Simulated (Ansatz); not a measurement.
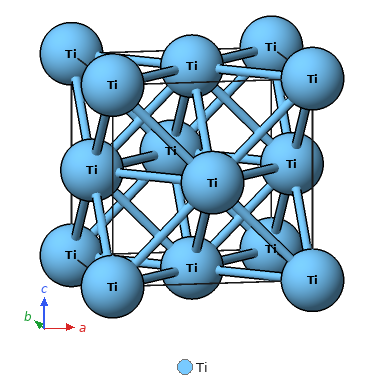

System: Ti, space group Fm-3m (No. 225). The picture shows the conventional cell.

Starting cell:
```
Ti
1.0
     0.00000    2.03000    2.03000
     2.03000    0.00000    2.03000
     2.03000    2.03000    0.00000
Ti
1
Direct
  0.00000 0.00000 0.00000
```

Computed with Ansatz 0.2.0: periodic Kohn-Sham DFT of a crystal at fixed atoms, scaled to the stated factor times the given cell; pressure positive in compression. Level: PBE.

method frozen-core PAW; relativity scalar; k mesh 14×14×14; occupations Fermi–Dirac; smearing width 0.05 eV; wave cutoff 420 eV; PAW set soft_2.

V(given) is 16.73 Å³/atom.

What does the calculation give for the pressure against V/V(given)? The V/V(given) takes the values 0.941, 0.970, 1.000, 1.030, 1.060.

The pressure falls from 12.7 GPa at V/V(given) 0.941 to −2.0 GPa at 1.060, and changes sign near 1.040. The volume at zero pressure from a fit of the pressures is 17.4 Å³/atom. The bulk modulus from that fit is 107 GPa.

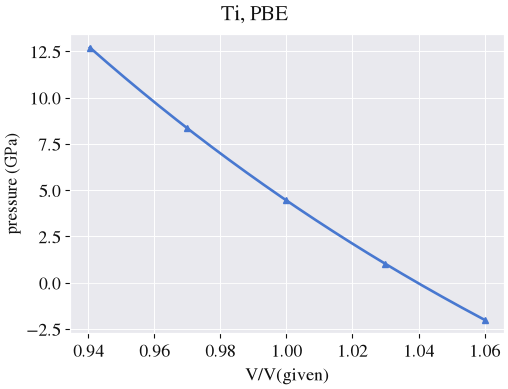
